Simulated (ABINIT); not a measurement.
Consider MoSe4 (slab).

```xyz
5
Lattice="3.3204 0.0000 0.0000 -1.6602 2.8755 0.0000 0.0000 0.0000 46.8749" Properties=species:S:1:pos:R:3 pbc="T T T"
Se    0.0000    1.9170    7.5000
Se    0.0000    1.9170   21.7837
Mo    0.0000    0.0000   23.4375
Se    0.0000    1.9170   25.0912
Se    0.0000    1.9170   39.3749
```

All numbers below come from Kohn-Sham DFT of a periodic cell, PBE, JTH PAW PBE v2.0 in ABINIT.

**What can the converged valence pseudo-density tell about the bonding?**

Mo–Se (2.53 Å): the density is about 0.53 e/Å³ at the midpoint.

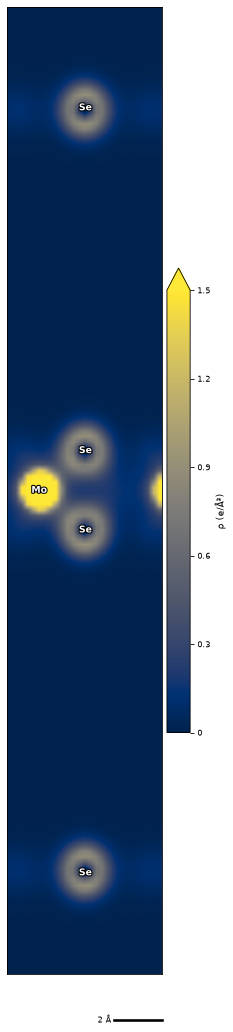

Computed valence pseudo-density on the (110) plane of the calculation cell, a cut from vacuum to vacuum. 
